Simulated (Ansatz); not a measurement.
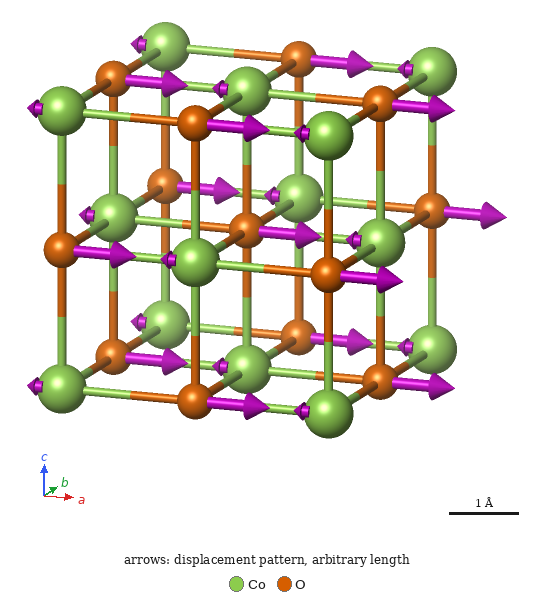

One vibrational mode of a crystal of CoO at the zone centre of a doubled cell. The purple arrows give the relative displacements of the atoms. Style: ball-and-stick. Shown: the conventional cell (2 times the calculation's cell), slightly off an axis. Lengths and directions refer to the drawn axes.

These are results of DFT PBEsol, scalar-relativistic, plane waves, PAW (Ansatz 0.2.0), not measurements.

The input:
```yaml
crystal:
  lattice:
    - [0.0, -2.08345615, -2.08345615]
    - [0.0, 2.08345615, -2.08345615]
    - [4.1669122999, 0.0, 0.0]
  atoms:
    - { symbol: Co, position: [0.5, 0.5, 0.5], spin: 2.57 }
    - { symbol: Co, position: [0.0, 0.0, 0.0], spin: 2.57 }
    - { symbol: O, position: [0.5, 0.5, 0.0], spin: 0.32 }
    - { symbol: O, position: [1.0, 0.0, 0.5], spin: 0.32 }
basis:
  ecutwfc: 420
kpoints:
  mp_grid: { grid: [20, 20, 14] }
hamiltonian:
  xc: pbesol
scf:
  occupations: { method: gaussian, width: 0.15 }
output:
  eigenvalues: true
  populations: true
magnetization:
  spin_polarized: true
phonons:
  method: fd
  supercell: [1, 1, 1]
  amplitude: 0.02
  eigenvectors: true
  dielectric: false
```

Run as
```bash
ansatz run input.yaml --threads 2 --pin off --max-ram 5120MiB --backend cpu --events-out ev --progress --plain --runs-dir out
```

Question: Describe the mode and give its frequency.

Answer: This is a non-degenerate mode at 178 cm⁻¹, level 3 of 6, counted from below (2 lower levels are imaginary, so the structure is unstable) (the three translations aside). The O sublattice moves against the Co sublattice, along a; it stretches the shortest Co–O bonds (2.08 Å); the kinetic energy is shared as O 79 %, Co 21 %. It repeats in both halves of the doubled cell: it is a zone-centre mode of the crystal.
